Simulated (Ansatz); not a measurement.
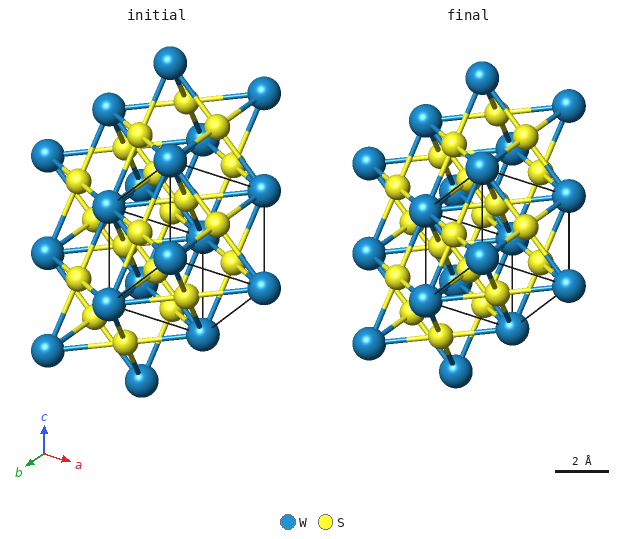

The structure of a crystal of WS3 (built on the Cu3Au (L1_2)_221 type) (coarse preliminary run) before (left) and after (right) a relaxation, at one scale.

The picture is a ball-and-stick view of the cell of the calculation, repeated 1 × 2 × 2 with one cell outlined, seen from a free direction.

Case: Cu3Au (L1_2) type (Pm-3m, No. 221).

All numbers below come from DFT PBE, scalar-relativistic, plane waves, PAW (Ansatz 0.2.0).

Input
```yaml
crystal:
  lattice:
    - [4.2608321328, 0.0, 0.0]
    - [0.0, 4.2608321328, 0.0]
    - [0.0, 0.0, 4.2608321328]
  atoms:
    - { symbol: W, position: [0.0, 0.0, 0.0], spin: 2.24 }
    - { symbol: S, position: [0.0, 0.5, 0.5] }
    - { symbol: S, position: [0.5, 0.0, 0.5] }
    - { symbol: S, position: [0.5, 0.5, 0.0] }
basis:
  ecutwfc: 420
kpoints:
  mp_grid: { grid: [4, 4, 4] }
hamiltonian:
  xc: pbe
scf:
  occupations: { method: gaussian, width: 0.1 }
  lower_state_search: "off"
output:
  forces: true
  stress: true
  eigenvalues: true
  populations: true
magnetization:
  spin_polarized: true
relax:
  adjacent_minimum: "off"
  f_tol: 0.04
  max_steps: 70
  cell: { stress_tol: 0.4 }
```

Launched with:
```bash
ansatz run input.yaml --threads 1 --pin off --max-ram 2560MiB --backend cpu --events-out ev --progress --plain --runs-dir out
```

> What changed between the two?

The energy falls by 254 meV per atom in 4 accepted moves (5 points after the start). All forces vanish by symmetry, so only the cell relaxes. Pressure: −14.11 GPa at the start and −0.04 GPa at the end. The SCF was repeated once at an unchanged geometry on a basis and grid sized afresh for the cell, which shifted the energy by 0.3 meV per atom at most. The atoms keep their places relative to the cell (all moves are under 0.005 Å). The drawn cell changes as follows: a = b = c 4.261 → 3.935 Å (−7.7 %); the volume changes by −21.2 %. Among the contacts that change: W1–S2 3.013 → 2.782 Å. The space group stays Pm-3m (No. 221). The run may lie on a higher electronic state than the lowest, so the end point isn't shown to be the ground-state structure. Cost: 40 s on 1 thread of Arm Neoverse V2, on a shared host, peak memory 0.37 GiB.
